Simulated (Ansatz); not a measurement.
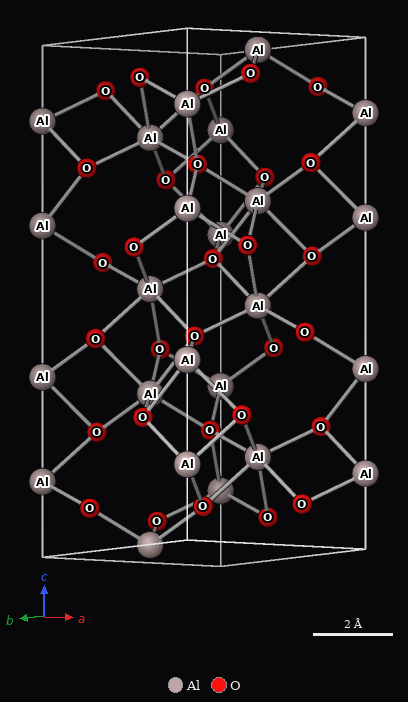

*The structure (ball-and-stick view of the cell 3 times as large as that of the calculation, set on its symmetry axes, seen at an oblique angle). An atom can appear more than once, as a periodic image.*

Near neighbours in the periodic cell (some may lie outside the picture): Al has 6 O at 1.87 to 1.99 Å; O has 4 Al at 1.87 to 1.99 Å.

Band-structure calculation of Al2O3

- system: Al2O3 (R-3c, 10 atoms in the cell)
- method: DFT PBE, scalar-relativistic, plane waves, PAW, no spin polarisation (Ansatz 0.2.0)

The structure derives from an entry of the Crystallography Open Database.

## The program's output
```
scf.n_extra_bands = 25 over 24 filled bands (N_el = 48.0): the run solves 49 bands
Engine: ansatz 0.2.0, aarch64-unknown-linux-gnu
Pseudopotentials: kind: paw
Pseudopotential: Al, paw, valence charge 3, recommended cutoff 420 eV (normal), Al.paw.azcp
Pseudopotential: O, paw, valence charge 6, recommended cutoff 420 eV (normal), O.paw.azcp
Functional definition: PBE
  parameter kappa = 0.804
  parameter beta = 0.06672455060314922
  exchange = pbe_x(kappa = kappa, mu = beta*pi^2/3)
  correlation = pbe_c(beta = beta)
Crystal: 10 atoms, lattice volume = 87.602 Å³
Basis set: ecut = 420 eV, 1707 PW (Γ), exchange–correlation on 72×72×72 points (8 copies of the dense FFT grid, shifted against one another)
Bands: 49, of which v1, the nominal top of the filled ones, is band 24 counted from 1 (23 counted from 0)
Symmetry: 12 space group operations
Space group: R-3c (ITA 167), of the structure as read, at distance tolerance 4.4e-5 Å
k-points: 32 of 216
Non-local potential: Al, projectors of the file, l = 0: 2, l = 1: 2, l = 2: 1
Non-local potential: O, projectors of the file, l = 0: 2, l = 1: 2, l = 2: 1
PAW form: soft (Blöchl's): semilocal exchange-correlation on the pseudo side does not see the compensation charge
PAW one-centre angular grid: Al, 110 points (default); XC on 64 Gauss nodes
PAW one-centre angular grid: O, 110 points (default); XC on 64 Gauss nodes
Initial density: superposition of atomic densities (neutral atoms: chi_scale 0, normalization atom), corrected by the library's trained network
Initial wavefunctions: pseudopotential atomic-orbital guess
Functional: x = pbe(κ = 0.804, μ = 0.2195149727645171), c = pbe(β = 0.06672455060314922)
SCF iter   1: F=—  HF=-5569.607258 eV  |F-HF|=—  |Δ(HF+E_count)|=         —  Δρ=1.68e-3  dr2=1.29e-3  ethr=1.77e-3  ⟨swp⟩=5.8  Hψ=7561  notcnv=0  defer=182
preconditioner: auto → Resta (q_TF=auto, 2.468 Å⁻¹)  ε∞=2.8  [insulator: Δε(μ)=5.842 eV  Ē_g=20.594 eV  σ=0.020 eV  W_gap=1.00  n_scr=20 (ndim 8)  ℏωp=27.5 eV  f_vac=0.000  D(μ)=0.00/eV (n_scr^D=0)  ε∞_Penn≈2.8]
SCF iter   2: F=—  HF=-5569.608226 eV  |F-HF|=—  |Δ(HF+E_count)|=   9.67e-4  Δρ=9.10e-4  dr2=3.51e-4  ethr=2.69e-6  ⟨swp⟩=2.0  Hψ=2732  notcnv=0  defer=549
SCF iter   3: F=—  HF=-5569.608831 eV  |F-HF|=—  |Δ(HF+E_count)|=   6.06e-4  Δρ=1.56e-4  dr2=1.05e-5  ethr=7.32e-7  ⟨swp⟩=2.0  Hψ=1725  notcnv=0  defer=549
SCF iter   4: F=—  HF=-5569.608866 eV  |F-HF|=—  |Δ(HF+E_count)|=   3.52e-5  Δρ=4.24e-5  dr2=1.08e-6  ethr=2.19e-8  ⟨swp⟩=2.1  Hψ=1580  notcnv=0  defer=549
iter 5 did not close the SCF: its close was put off for the readings that it lacked (scf_convergence_deferred on its scf_iter line)
SCF iter   5: F=-5569.608867 eV  HF=-5569.608867 eV  |F-HF|=7.81e-9  |Δ(HF+E_count)|=   9.72e-7  Δρ=7.03e-6  dr2=2.93e-8  ethr=2.26e-9  ⟨swp⟩=2.3  Hψ=1734  notcnv=0  defer=549
SCF iter   6: F=-5569.608867 eV  HF=-5569.608867 eV  |F-HF|=7.28e-12  |Δ(HF+E_count)|=   1.35e-8  Δρ=1.26e-6  dr2=9.66e-10  ethr=6.11e-11  ⟨swp⟩=12.8  Hψ=11023  notcnv=0
SCF 1 converged in 6 iterations: F = -5569.608867 eV  dr2 = 9.66e-10
  greatest PAW one-centre occupation: 0.858 electrons in one spin orbital (limit 2), on the O atom at site 9 (counted from 0), in its partial waves of l = 0
```

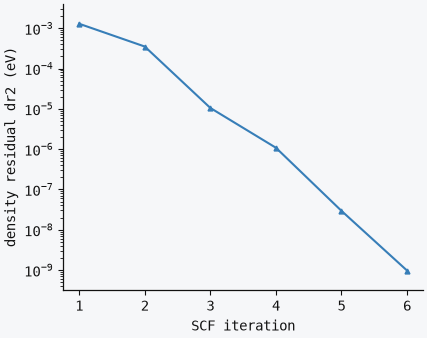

*Convergence of the self-consistent field: density residual dr2 against the SCF iteration.*

The residual falls at every step.

```
NSCF: frozen V_eff on 101 k-points
NSCF: frozen V_eff on 85 k-points
SCF converged after 6 iterations
Free energy (F): -5569.608867 eV
Harris-Foulkes:  -5569.608867 eV  (|F-HF|=7.28e-12)
Internal energy: -5569.608867 eV  (E = F + TS)
E sigma→0 (E₀):  -5569.608867 eV
Fermi energy:    10.285348 eV
--- Per-component energies (eV) ---
  E_band       = 52.959070
  E_kinetic    = 1178.344699
  E_local      = -2008.438992  (includes V_loc(G=0)·N_el)
  E_nonlocal   = 323.392279
  E_hartree    = 743.806611
  E_xc         = -612.294270
  E_vxc        = -695.392654  (∫ρ·V_xc dr)
  E_paw        = -2820.981559  (= ΣΔE_a)
  E_vpaw       = -232.573728  (= ΣTr[D̂ρ^β])
  E_aug_tail   = 0.015143  (compensation charges beyond the density's cutoff)
  E_ewald      = -2373.452778
  E_smearing   = -0.000000  (= −TS)
  E_closure    = -0.000000  (closes the sum)
  Σ components = -5569.608867   (vs F -5569.608867, Δ=0.00e0)
--- Forces (eV/Å), atoms counted from 1 ---
  atom   1  Al     0.00000000    -0.00000000     0.00058160
  atom   2  Al     0.00000000     0.00000000    -0.00058160
  atom   3  Al    -0.00000000     0.00000000    -0.00058160
  atom   4  Al    -0.00000000    -0.00000000     0.00058160
  atom   5  O      0.00046788     0.00000000    -0.00000000
  atom   6  O     -0.00023394     0.00040519     0.00000000
  atom   7  O     -0.00023394    -0.00040519    -0.00000000
  atom   8  O     -0.00046788     0.00000000     0.00000000
  atom   9  O      0.00023394    -0.00040519    -0.00000000
  atom  10  O      0.00023394     0.00040519     0.00000000
  max |Σ_I F_I| component: 8.67e-18 eV/Å
--- Stress (GPa, compression-positive) ---
        0.016480       0.000000      -0.000000
        0.000000       0.016480      -0.000000
        0.000000      -0.000000       0.020575
  P = ⅓ Tr σ = 0.0178 GPa (0.178 kbar)
--- Band table (eV; the first three rows and the last of 32) ---
  k-point 0: bands = ["-11.6322", "-9.4200", "-9.1585", "-9.1585", "-8.8570", "-8.8570", "0.6280", "1.5892", "1.9874", "1.9874", "3.0757", "3.2041", "3.2041", "4.1851", "4.4736", "5.9889", "5.9889", "6.1269", "6.1269", "6.8998", "6.8998", "7.3290", "7.3290", "7.3600", "13.2107", "16.2833", "17.7515", "18.6462", "18.6462", "18.7968", "19.5291", "19.5291", "19.6193", "20.5182", "21.7019", "21.7019", "21.8504", "21.8504", "21.8769", "22.8919", "23.0115", "25.3882", "25.3882", "25.7676", "25.7676", "27.0590", "27.1018", "27.1995", "27.3697"]
  k-point 1: bands = ["-11.4950", "-9.4892", "-9.2339", "-9.1842", "-8.9213", "-8.8668", "0.7763", "1.3618", "1.8045", "2.5526", "2.5811", "3.1421", "4.0400", "4.7118", "4.7535", "5.5187", "5.8851", "6.0224", "6.1892", "6.5214", "6.7163", "7.0342", "7.2927", "7.3173", "13.8463", "16.7770", "17.3556", "18.3198", "18.3431", "18.6522", "19.6332", "19.7587", "20.0612", "20.0745", "21.4788", "21.5550", "21.6170", "21.8049", "22.0470", "22.6429", "22.8833", "24.7920", "25.4147", "25.6664", "25.8419", "25.9534", "26.2163", "27.2256", "27.5884"]
  k-point 2: bands = ["-11.1057", "-9.9221", "-9.2097", "-9.1822", "-9.0571", "-8.9275", "0.9638", "1.4112", "1.6318", "2.4471", "3.2059", "3.6556", "4.4106", "5.0381", "5.1490", "5.2540", "5.5725", "5.7028", "5.9665", "6.0430", "6.5584", "6.8440", "7.1540", "7.1922", "15.1631", "16.8831", "17.2582", "17.5586", "18.0604", "18.6034", "19.4273", "19.5908", "20.0543", "20.6185", "20.7228", "20.8033", "21.4726", "22.0524", "22.2505", "22.4394", "23.0401", "23.3770", "24.2562", "24.9694", "25.5104", "26.4540", "26.8149", "27.3477", "27.8692"]
  k-point 31: bands = ["-10.6800", "-10.6800", "-9.0254", "-9.0254", "-9.0254", "-9.0254", "1.9039", "1.9039", "3.0681", "3.0681", "3.0681", "3.0681", "3.3638", "3.3638", "5.1873", "5.1873", "5.4430", "5.4430", "5.4430", "5.4430", "7.0080", "7.0080", "7.0080", "7.0080", "15.7171", "15.7171", "18.2303", "18.2303", "19.4517", "19.4517", "19.8439", "19.8439", "19.8439", "19.8439", "21.5657", "21.5657", "21.5657", "21.5657", "22.1172", "22.1172", "23.1956", "23.1956", "24.4841", "24.4841", "24.4841", "24.4841", "28.3671", "28.3671", "28.6780"]
--- Löwdin populations: 10 sites ---
  site symbol       q [e]
     0     Al      1.7163
     1     Al      1.7163
     2     Al      1.7163
     3     Al      1.7163
     4      O      6.7937
     5      O      6.7937
     6      O      6.7937
     7      O      6.7937
     8      O      6.7937
     9      O      6.7937
  spilling = 0.007769 (of n_electrons = 48.000000)
--- Bader charges: 10 sites ---
  site symbol  charge [e]  shift [e]
     0     Al      2.5460     0.0016
     1     Al      2.5460     0.0016
     2     Al      2.5460     0.0016
     3     Al      2.5460     0.0016
     4      O     -1.6973     0.0011
     5      O     -1.6973     0.0011
     6      O     -1.6973     0.0011
     7      O     -1.6973     0.0011
     8      O     -1.6973     0.0011
     9      O     -1.6973     0.0011
  estimated error of the sums over rays = 3.3e-4 e
```

## File bader_charges.tsv
```
# site	symbol	x_ang	y_ang	z_ang	partial_charge_e	electrons	volume_ang3	relative_density_drop	shared_charge_e	partial_wave_shift_e
# quadrature_error_electrons = 3.3e-4
0	Al	0.0000	0.0000	4.6214	2.54602	10.45398	3.34	-	2.54602	0.00164
1	Al	0.0000	0.0000	1.9404	2.54602	10.45398	3.34	-	2.54602	0.00164
2	Al	0.0000	0.0000	8.5021	2.54601	10.45399	3.34	-	2.54601	0.00164
3	Al	0.0000	0.0000	11.1831	2.54601	10.45399	3.34	-	2.54601	0.00164
4	O	-0.9321	1.3882	7.6554	-1.69734	9.69734	12.38	-	-1.69734	0.00109
5	O	-0.7361	-1.5013	7.6554	-1.69735	9.69735	12.38	-	-1.69735	0.00109
6	O	1.6682	0.1131	7.6554	-1.69735	9.69735	12.38	-	-1.69735	0.00109
7	O	0.9321	-1.3882	5.4681	-1.69735	9.69735	12.38	-	-1.69735	0.00109
8	O	0.7361	1.5013	5.4681	-1.69734	9.69734	12.38	-	-1.69734	0.00109
9	O	-1.6682	-0.1131	5.4681	-1.69734	9.69734	12.38	-	-1.69734	0.00109
```

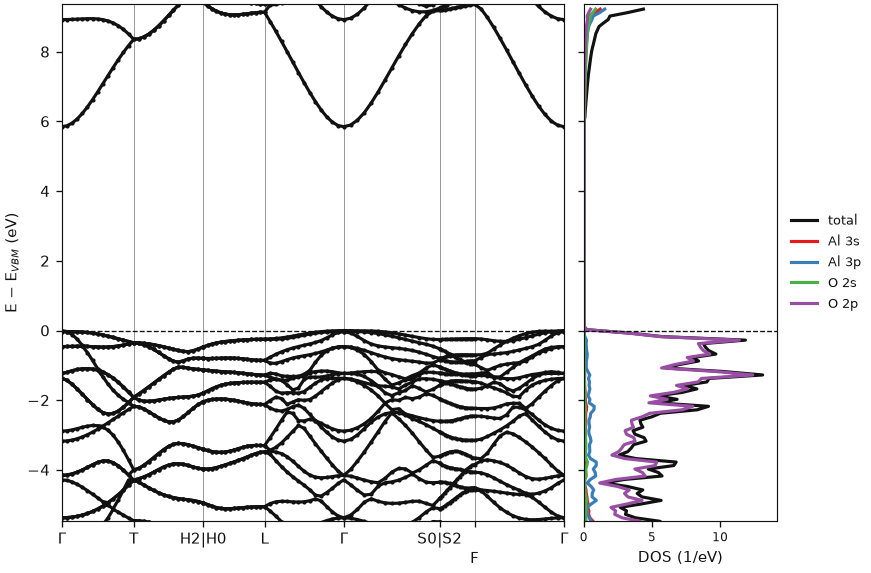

*Band structure along Γ–T–H2|H0–L–Γ–S0|S2–F–Γ and density of states (projected on Löwdin-orthogonalised atomic shells), with energies from the valence-band top.*

There is a gap of 5.85 eV on this path, direct, at Γ.

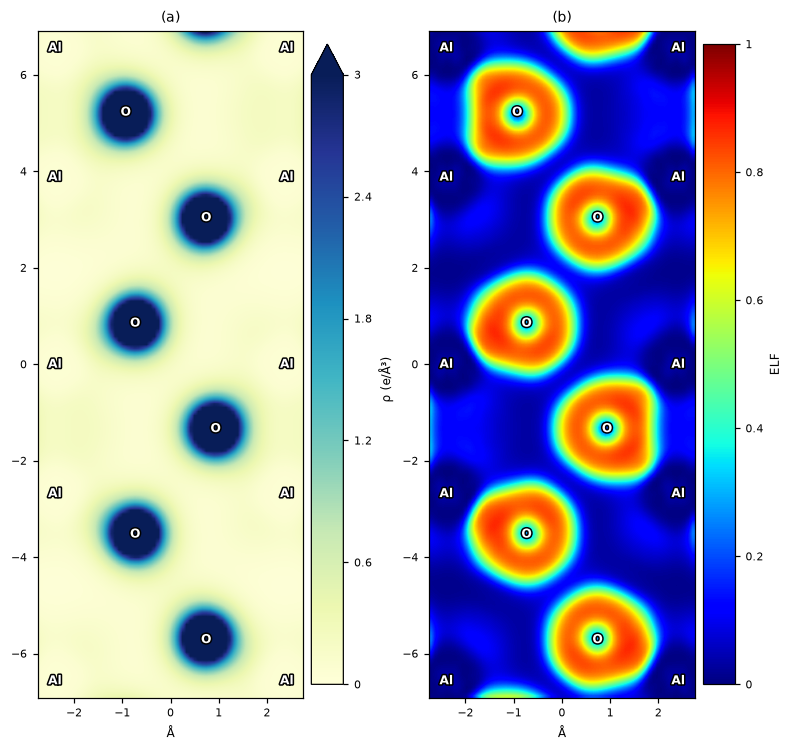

*(a) valence charge density (pseudo); (b) ELF on the (010) plane of the conventional cell.*

The section cuts through Al and O sites. Al–O (1.87 Å): ρ at the midpoint is about 0.63 e/Å³; the ELF is about 0.80 at the midpoint. Al–O (1.99 Å): ρ at the midpoint is about 0.49 e/Å³; the ELF is about 0.75 at the midpoint. Away from the nuclei the density in this plane falls to 0.03 e/Å³ at its lowest. Core electrons are frozen (PAW), so the fields are smoothed inside the atomic spheres.

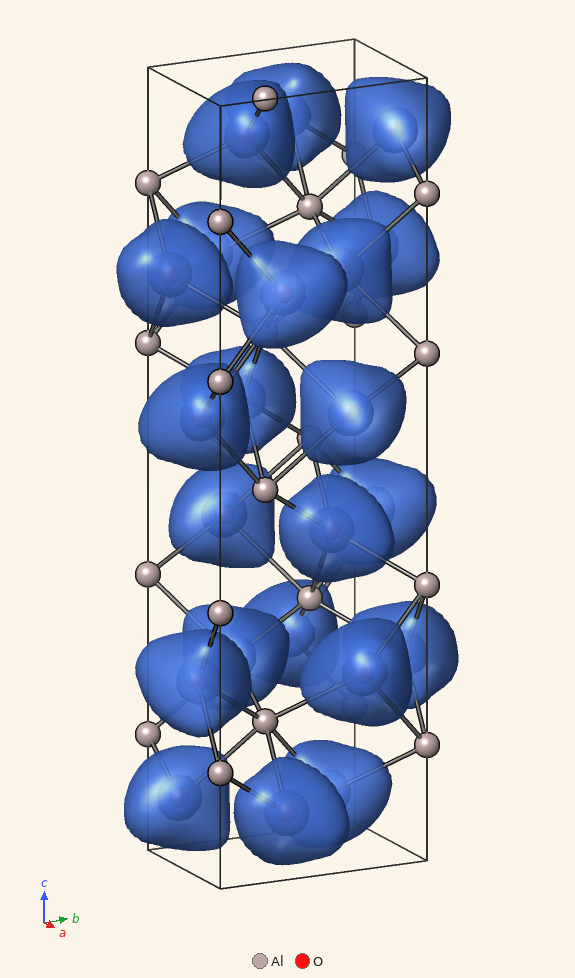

*Isosurface of the ELF at 0.7 (blue), seen slightly off an axis. Only the valence region is drawn (cores and ρ < 0.01 e/Å³ removed). Sticks mark near contacts. The outline is the cell set on symmetry axes.*

Values along the shortest contacts: Al–O (1.87 Å): the ELF is about 0.80 at the midpoint. Al–O (1.99 Å): the ELF is about 0.75 at the midpoint.

The run was set up as follows.

## Input
```yaml
crystal:
  lattice:
    - [2.4043547753, 1.3881548767, 4.3744983284]
    - [-2.4043547753, 1.3881548767, 4.3744983284]
    - [0.0, -2.7763097535, 4.3744983284]
  atoms:
    - { symbol: Al, position: [0.3521453632, 0.3521453632, 0.3521453632] }
    - { symbol: Al, position: [0.1478546368, 0.1478546368, 0.1478546368] }
    - { symbol: Al, position: [0.6478546368, 0.6478546368, 0.6478546368] }
    - { symbol: Al, position: [0.8521453632, 0.8521453632, 0.8521453632] }
    - { symbol: O, position: [0.5561715225, 0.9438284775, 0.25] }
    - { symbol: O, position: [0.25, 0.5561715225, 0.9438284775] }
    - { symbol: O, position: [0.9438284775, 0.25, 0.5561715225] }
    - { symbol: O, position: [0.4438284775, 0.0561715225, 0.75] }
    - { symbol: O, position: [0.75, 0.4438284775, 0.0561715225] }
    - { symbol: O, position: [0.0561715225, 0.75, 0.4438284775] }
basis:
  ecutwfc: 420
kpoints:
  mp_grid: { grid: [6, 6, 6] }
  band_path:
    path:
      - [[0.0, 0.0, 0.0], [0.5, 0.5, 0.5], [0.76620157, 0.23379843, 0.5]]
      - [[0.5, -0.23379843, 0.23379843], [0.5, 0.0, 0.0], [0.0, 0.0, 0.0], [0.36689922, -0.36689922, 0.0]]
      - [[0.63310078, 0.0, 0.36689922], [0.5, 0.0, 0.5], [0.0, 0.0, 0.0]]
    npoints: 14
hamiltonian:
  xc: pbe
scf:
  occupations: { method: gaussian, width: 0.02 }
  n_extra_bands: 25
output:
  forces: true
  stress: true
  eigenvalues: true
  populations: true
  dos: { projected: true, de: 0.02, nscf_kmesh: { grid: [9, 9, 9] } }
  bader: true
  write_density: true
  write_potential: true
  elf: true
  volumetric_format: npy
```

Launch command:
```bash
ansatz run input.yaml --threads 2 --pin off --max-ram 5120MiB --backend cpu --events-out ev --progress --plain --runs-dir out
```

## Summary

- outcome: converged
- space group (tolerance 0.01 Å): R-3c (167)
- electrons treated: 48
- free energy: −5569.6089 eV
- Fermi energy: 10.285 eV
- gap on the k-point mesh: 5.85 eV
- gap on the band path: 5.85 eV
- pressure: 0.02 GPa
- largest force (length of the vector): 0.001 eV/Å
- hardware: 2 threads of Arm Neoverse V2, 24 GiB of memory available, shared host
- wall time: 55 s (CPU time 1.8 min)
- peak memory: 0.49 GiB
